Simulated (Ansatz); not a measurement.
Ga, as given below.

```cif
data_structure
_symmetry_space_group_name_H-M 'P 1'
_symmetry_Int_Tables_number 1
_cell_length_a 3.3142
_cell_length_b 3.3142
_cell_length_c 3.3142
_cell_angle_alpha 90.000
_cell_angle_beta 90.000
_cell_angle_gamma 90.000
_cell_volume 36.40
loop_
_atom_site_label
_atom_site_type_symbol
_atom_site_fract_x
_atom_site_fract_y
_atom_site_fract_z
_atom_site_occupancy
Ga1 Ga 0.00000 0.00000 0.00000 1
Ga2 Ga 0.50000 0.50000 0.50000 1
```

Structure used: the input geometry of an electronic-structure calculation (not necessarily at equilibrium); the starting structure was generated, so it need not be a known form of this composition.

Question: Where will the first 2 clear peaks of its X-ray PDF lie (peak width σ = 0.10 Å), and from which pairs do they come?

Answer: 1. 2.87 Å: Ga–Ga at 2.87 Å
2. 3.31 Å: Ga–Ga at 3.31 Å

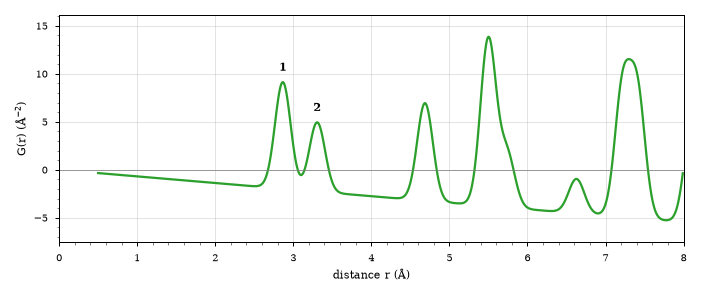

Simulated X-ray pair distribution function, G(r) = R(r)/r − 4πρ₀r, summed over the atomic distances of the structure with each pair weighted by the product of the atomic numbers (X-ray weights at Q = 0); every distance is a Gaussian of σ = 0.10 Å, damped by exp(−(Q_damp r)²/2) with Q_damp = 0.020 Å⁻¹. There is no Q-range truncation.
